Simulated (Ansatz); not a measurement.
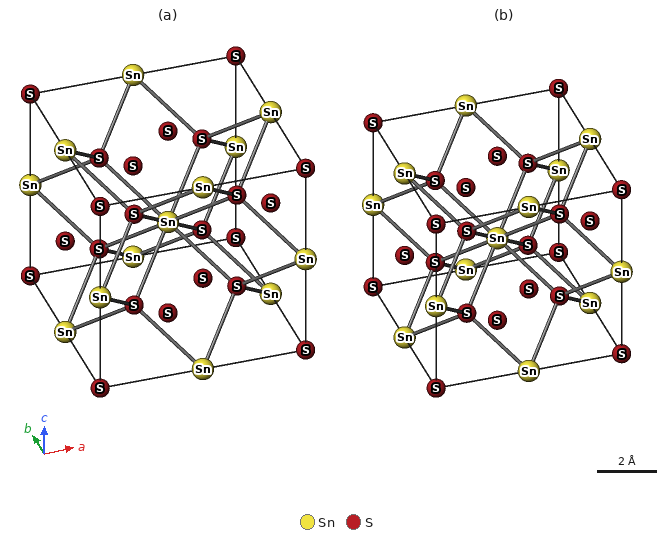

The structure of crystalline SnS$_{3}$ (a generated structure, set up in Fm-3m) (coarse preliminary run) before (left) and after (right) a relaxation, at one scale.

The picture is a ball-and-stick view of the conventional cell (4 times the calculation's cell), seen from a free direction. Lengths and directions refer to the drawn axes.

These are results of DFT PBE, scalar-relativistic, plane waves, PAW in Ansatz 0.2.0, not measurements.

The input:
```yaml
crystal:
  lattice:
    - [0.0, 3.71362806, 3.71362806]
    - [3.71362806, 0.0, 3.71362806]
    - [3.71362806, 3.71362806, 0.0]
  atoms:
    - { symbol: Sn, position: [0.5, 0.5, 0.5] }
    - { symbol: S, position: [0.0, 0.0, 0.0] }
    - { symbol: S, position: [0.25, 0.25, 0.25] }
    - { symbol: S, position: [0.75, 0.75, 0.75] }
basis:
  ecutwfc: 420
kpoints:
  mp_grid: { grid: [4, 4, 4] }
hamiltonian:
  xc: pbe
scf:
  occupations: { method: gaussian, width: 0.1 }
  lower_state_search: "off"
output:
  forces: true
  stress: true
  eigenvalues: true
relax:
  adjacent_minimum: "off"
  f_tol: 0.04
  max_steps: 70
  cell: { stress_tol: 0.4 }
```

Run as
```bash
ansatz run input.yaml --threads 1 --pin off --max-ram 2560MiB --backend cpu --events-out ev --progress --plain --runs-dir out
```

Q: Describe what moved and what it gained.

A: Over 2 accepted moves (3 points after the start) the energy falls by 271 meV per atom. All forces vanish by symmetry, so only the cell relaxes. Pressure: −9.82 GPa at the start and 0.37 GPa at the end. The SCF was repeated once at an unchanged geometry on a basis and grid sized afresh for the cell, which shifted the energy by 0.5 meV per atom at most. No atom moves by more than 0.005 Å relative to the cell. Cell: a = b = c 7.427 → 6.703 Å (−9.8 %). Volume −26.5 %. Some distances before and after: Sn1–S3 3.216 → 2.903 Å, S2–S3 3.216 → 2.903 Å. The space group stays Fm-3m (No. 225). The run took 12 s on 1 thread of Intel(R) Xeon(R) Processor @ 2.50GHz (Skylake/Cascade Lake) (shared host), peak memory 0.37 GiB.
